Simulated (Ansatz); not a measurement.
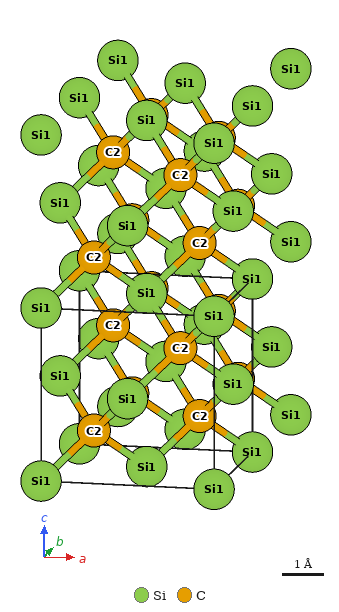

Reference structure: a symmetric starting cell of SiC. The picture is a ball-and-stick view of the conventional cell (4 times the calculation's cell), repeated 1 × 2 × 2 with one cell outlined, seen slightly off an axis. Lengths and directions refer to the drawn axes.

All numbers below come from Ansatz, DFT PBEsol, scalar-relativistic, plane waves, PAW. Set-up: plane-wave cutoff 420 eV; k-point mesh 12 × 12 × 12; occupations gaussian; smearing width 0.02 eV; no spin polarisation.

Now this is done to it. All lengths are scaled by +2.8 % (volume +8.7 %), the atoms keeping their fractional coordinates. No relaxation follows. The starting cell wasn't computed here and needn't be at equilibrium, so pressure and forces aren't due to the change alone.

What is the effect?

Answer. Some distances before and after: C–Si 1.883 → 1.936 Å. The space group stays F-43m (No. 216). The pressure is −14.7 GPa (not all of it need come from the change, since the unchanged cell can be under pressure at this level too). All forces vanish by symmetry.

Drawn alike, the variant:

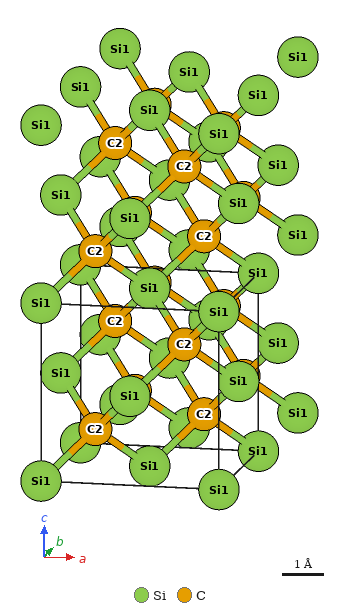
